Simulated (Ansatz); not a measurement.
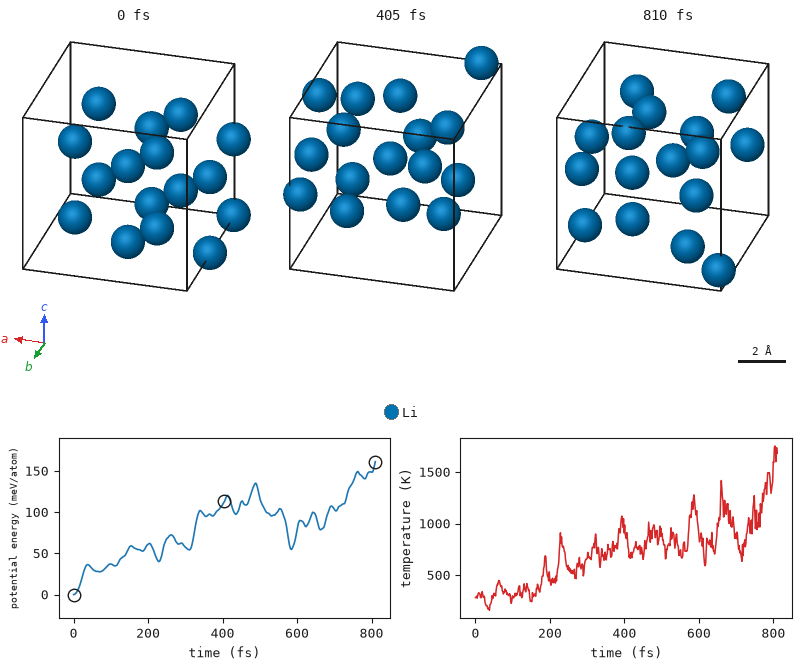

First-principles dynamics of a 16-atom cell of Li, 810 fs long. The cell was cut from the bcc crystal. Frames and the history of the run. Style: spheres-only. Shown: the simulation cell, from a free direction. Atoms that leave the cell re-enter on the other side.

These are results of Ansatz, DFT LDA, scalar-relativistic, plane waves, PAW, not measurements. Settings: plane-wave cutoff 420 eV; k-point mesh 2 × 2 × 2; Fermi-Dirac smearing 0.11 eV; low-accuracy preset; volume 1.15 times that of the relaxed crystal; Langevin thermostat (NVT); set temperature 300 K, then to 1300 K over 540 steps; time step 1.5 fs; friction 0.02 per fs.

> What do the frames and curves show?

Under the programmed temperature the kinetic temperature goes from 303 K (first eighth) to 1162 K (last eighth), with a peak of 1753 K. The potential energy in the second half lies on average 108 meV per atom above the first frame. In the second half of the run the atoms are, in the root-mean-square, this far from where they began (common drift taken out): Li 0.68 Å. Against the typical shortest distance between atoms in the first frame, about 3.2 Å these are large excursions, but over 810 fs one can't yet tell strong vibration from the start of diffusion.

Limits of the set-up: the k-point mesh is coarse for a cell with partly filled bands; the program's low-accuracy preset was used.
